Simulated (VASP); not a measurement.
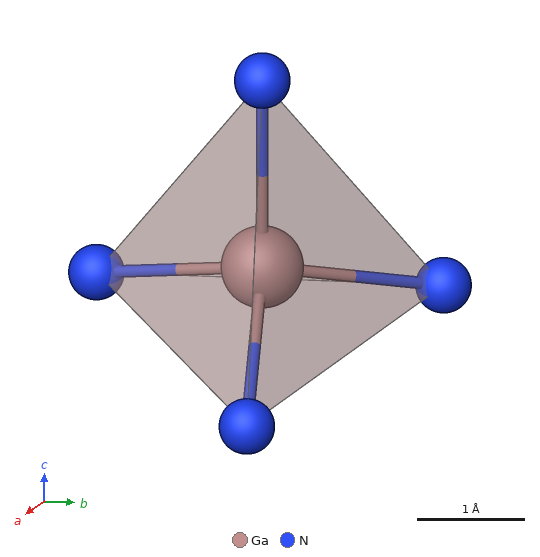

Coordination of Ga in GaN (P6_3mc). The shape measure S (0 to 100) is the computed least-squares distance from an ideal polyhedron; S = 0 means ideal. Source: coordinates from a relaxation with VASP Kohn-Sham DFT of a periodic cell, BLYP, VASP PAW PBE potentials, recommended in VASP.

Name the coordination polyhedron and say how regular it is.

Answer. GaN4: an essentially ideal tetrahedron (coordination number 4, S = 0.00; next best see-saw, S = 9.8).

Does the central atom sit at the centroid of its ligands?

Answer. Yes, to within 0.01 Å; the site symmetry is 3m.

How long are the bonds?

Answer. 3 × Ga–N 1.99 Å and 1 × Ga–N 2.00 Å. The next neighbour, not counted, lies at 3.26 Å.
